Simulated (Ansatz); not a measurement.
Consider this structure.

```
CELL_PARAMETERS angstrom
2.96806 0.00000 0.00000
0.00000 2.96806 0.00000
0.00000 0.00000 4.07894
ATOMIC_POSITIONS crystal
Au 0.50000 0.50000 0.50000
Au 0.00000 0.00000 0.00000
```

### Characterise the structure given above.

The element is gold. It belongs to space group I4/mmm (No. 139) and has a body-centred tetragonal lattice. The cell holds two atoms. The coordination shell of Au holds twelve Au in a cuboctahedral arrangement at 2.93 to 2.97 Å. The bonds build a three-dimensional framework.

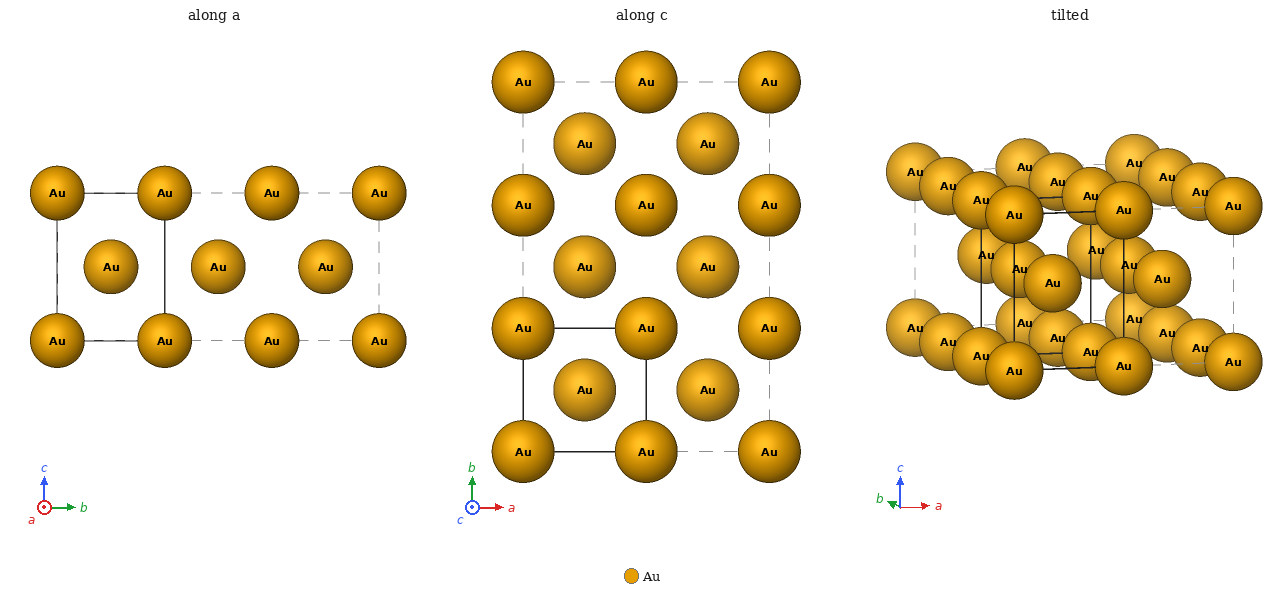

Structure drawing (spheres-only), viewed along the a axis, along the c axis and slightly off an axis. The drawing covers 2×3×1 cells, and the solid lines enclose one conventional unit cell. Colours: gold orange.

It goes back to a structure listed in the Materials Project. Earlier steps of the study may have refined or changed the cell and positions. It was run through Ansatz as a DFT input.
